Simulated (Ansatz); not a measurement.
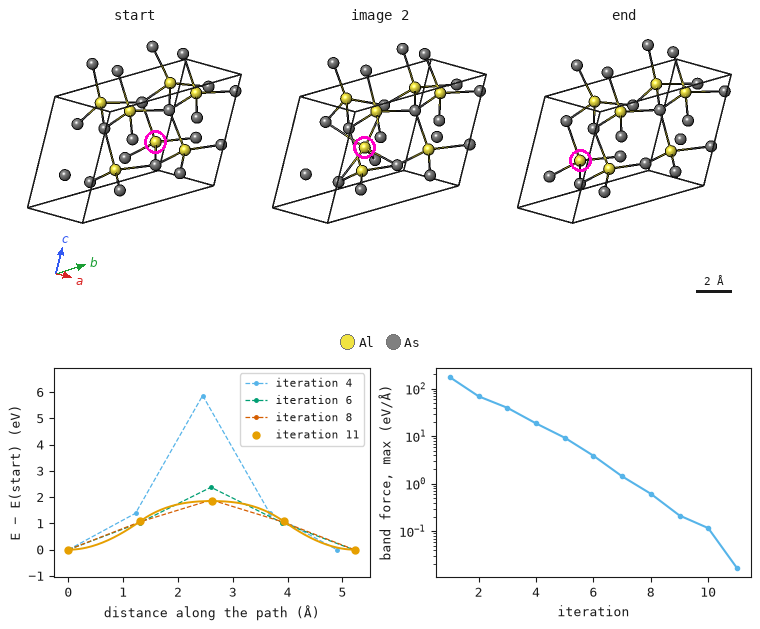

NEB run on a defect cell of composition Al7As8 (cell charge −3) with an Al vacancy (15 atoms in the cell). Images are numbered from 0 (start) to 4 (end). The plot follows the band through its iterations. Style: ball-and-stick. Shown: the reduced simulation cell (origin moved), slightly off an axis. The moving atom is ringed, with any periodic copies. Lengths and directions refer to the drawn axes. Bonds to atoms that aren't drawn are left out.

Theory: DFT PBE, scalar-relativistic, plane waves, PAW (Ansatz). Run with plane-wave cutoff 420 eV; k-point mesh 4 × 4 × 4; Gaussian smearing 0.05 eV; 3 movable images; no climbing image; force threshold 0.05 eV/Å; iteration limit 60.

How did the profile develop, and is the result final?

Answer. The run is converged, with reservations. The band converged in 11 iterations. The largest component of the band force went from 170 to 0.017 eV/Å. No image climbed, so the highest image needn't lie on the saddle point, and the true maximum along this path can be higher. The first iteration put the highest image at 49.22 eV. The barrier is about 1.85 eV in both directions, with image 2 at the top; the ends have the same energy.

Limits of the set-up: the periodic images lie only 8.1 Å apart, so the values are limited by the cell's size; the cell is charged, on a uniform background, and energies carry no finite-size correction.

The run took roughly 50 core-minutes on a shared host.
